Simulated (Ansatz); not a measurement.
# Stretching the linear Bi chain, part 3 of 3

Wanted: energy, moment and open channels of the linear Bi chain from 12 % compression to 30 % stretch.

Ansatz 0.2.0; DFT PBE, plane waves, PAW; relaxation of a chain's period (the session's first sound run).

So far, conductance of the lead as this run defines it (G₀): 3.00 in steps 3, 7, 8, 9 and 10.

## 11. At a set period, period over the relaxed period 1.3, k-mesh 1×1×22

Level of this step: DFT PBE, plane waves, PAW; channels and complex bands of a perfect chain (Ansatz).

The period is set to 1.3 times the relaxed one: longer bonds narrow the bands.

The cell differs from the one that the last finished run ended in (c 3.426 → 3.712 Å).

Contents of input.yaml:

```yaml
crystal:
  lattice:
    - [7.5, 0.0, 0.0]
    - [0.0, 7.5, 0.0]
    - [0.0, 0.0, 3.7115961477]
  atoms:
    - { symbol: Bi, position: [0.5, 0.5, 0.0], spin: 0.5 }
magnetization:
  spin_polarized: true
kpoints:
  mp_grid: { grid: [1, 1, 22] }
scf:
  occupations: { method: fermi_dirac, width: 0.05 }
hamiltonian:
  xc: pbe
output:
  transmission:
    e_range: [-2, 2]
    de: 0.035
    kmesh: [1, 1]
    reduced_basis: true
    leads: [[0, 0]]
  stress: true
```

Started as:

```sh
> ansatz run input.yaml --threads 4 --pin off --max-ram 8192MiB --backend cpu --events-out ev --progress --plain --runs-dir out
```

Numbers of over 12 decimals in the logs are rounded to 6 here.

Log:

```text
[...]
Crystal: 1 atoms, lattice volume = 208.777 Å³
Basis set: ecut = 420 eV, 4093 PW (Γ)
Bands: 12, of which v1, the nominal top of the filled ones, is band 8 counted from 1 (7 counted from 0)
Symmetry: 16 space group operations
[...]
k-points: 12 of 22
[...]
Starting moments: Σ|m| = 0.5 μB on 1 of 1 site
[...]
--- Transmission ---
  basis      : 497 plane waves across, 5 finite elements along
  points     : 1, standing for a mesh of 1 x 1
[...]
crystal 0  : Bi1, at the sites [0, 0], period 3.7116 Å: whole cells are its period
[...]
filled         : 8.9 meV under the level at which it is neutral
    channels       : 3.000000e0 up, 3.000000e0 down
[...]
[key lines of the parts left out:]
SCF converged after 16 iterations
Magnetization: 0.0000 μB (7.5000 up, 7.5000 down)
Free energy (F): -12394.397540 eV
Fermi energy:    -2.212666 eV
P = ⅓ Tr σ = -1.1951 GPa (-11.951 kbar)
```

Run time: 14 s. Hardware: 4 threads of Arm Neoverse V2, shared host; peak memory 0.41 GiB.

The open channels of the lead by energy, zero at the Fermi level:

| energy (eV) | spin up | spin down |
| --- | --- | --- |
| -2.000 | 0 | 0 |
| -1.510 | 1 | 1 |
| -0.985 | 1 | 1 |
| -0.495 | 1 | 1 |
| -0.005 | 3 | 3 |
| 0.485 | 3 | 3 |
| 1.010 | 1 | 1 |
| 1.500 | 1 | 1 |

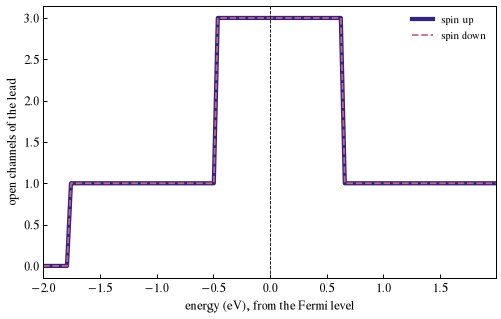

Open channels of the lead against energy.

At the computed energy nearest the Fermi level there are 3 spin-up and 3 spin-down channels, and the thermal average gives 3.00 G₀. The change of length costs 0.981 eV a cell and leaves no moment.

## 12. The series together

Times are for 4 threads of Arm Neoverse V2, shared host. The series side by side:

```
no.  period over the relaxed period  conductance of the lead as this run defines it (G₀)  energy at zero smearing less the lowest (eV)  time  memory (GiB)
  1                            0.88                                                3.000                                        0.6992  20 s          0.47
  2                            0.92                                                3.000                                        0.2707  19 s          0.49
  3                            0.96                                                3.000                                       0.04659  17 s          0.47
  4                               1                                                3.000                                             0  17 s          0.41
  5                            1.04                                                3.000                                       0.02474  17 s          0.42
  6                            1.08                                                3.000                                        0.1060  19 s          0.39
  7                            1.13                                                3.000                                        0.2853  19 s          0.42
  8                             1.2                                                3.000                                        0.5580  16 s          0.42
  9                             1.3                                                3.000                                        0.9807  14 s          0.41
```

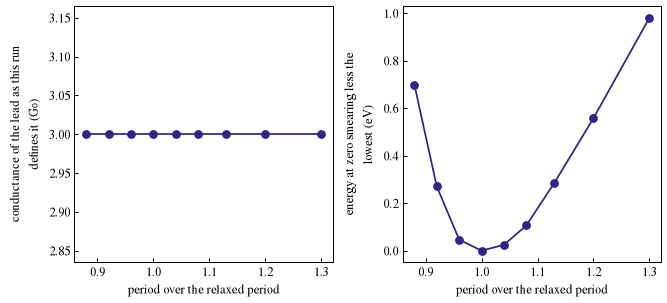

The series as plots.

## 13. A repeat with changed settings

This step: DFT PBE, plane waves, PAW; channels and complex bands of a perfect chain; changed: kpoints.KSPACING = 60, scf.max_iter = 100 (Ansatz 0.2.0).

The input of the run at the relaxed period is made doubtful on purpose.

input.yaml, the sections that differ from step 11:

```yaml
crystal:
  lattice:
    - [7.5, 0.0, 0.0]
    - [0.0, 7.5, 0.0]
    - [0.0, 0.0, 2.8550739598]
  atoms:
    - { symbol: Bi, position: [0.5, 0.5, 0.0], spin: 0.5 }
kpoints:
  mp_grid: { grid: [1, 1, 29] }
  KSPACING: 60
scf:
  occupations: { method: fermi_dirac, width: 0.05 }
  max_iter: 100
# magnetization, hamiltonian, output: as in step 11
```

Log:

```text
Error: YAML parse error: error: line 12 column 3: unknown field `KSPACING`, expected one of mp_grid, list, band_path, initial_grid, further_shifts
  --> <input>:12:3
   |
10 | kpoints:
11 |   mp_grid: { grid: [1, 1, 29] }
12 |   KSPACING: 60
   |   ^ unknown field `KSPACING`, expected one of mp_grid, list, band_path, initial_grid, further_shifts
13 | scf:
14 |   occupations: { method: fermi_dirac, width: 0.05 }
   |
```

Run time: 0.01 s. Hardware: 4 threads; peak memory 0.06 GiB.

The input was rejected at the start.

The program's message: “Error: YAML parse error: error: line 12 column 3: unknown field `KSPACING`, expected one of mp_grid, list, band_path, initial_grid, further_shifts”

The change that led to it: kpoints.KSPACING = 60.

## 14. Summary of results

```yaml
relaxed_cell_length: 2.855 Å
conductance_at_period_x_0p88: 3.00 G₀
conductance_at_period_x_1p0: 3.00 G₀
conductance_at_period_x_1p13: 3.00 G₀
conductance_at_period_x_1p3: 3.00 G₀
absolute_moment_at_period_x_0p88: 0 μB
absolute_moment_at_period_x_1p0: 0 μB
absolute_moment_at_period_x_1p3: 0 μB
```

What this shows: No moment survives at any length. Transport is coherent and elastic here: the atoms are frozen, so scattering by vibrations plays no part. Spin-orbit coupling is left out, which matters for the bands of heavy atoms. The lead's cell of one atom keeps the chain straight and evenly spaced; a zigzag or dimerised form may lie lower.

[Logs are printed without paths, hosts, clocks, repeated set-up lines and the standing remarks that a program may print on its own settings, such as how far it seeks lower states.]

[Hosts, paths, dates, database ids (printed as entryN), source tags and the programs' standing remarks are cut or masked in the printed files.]
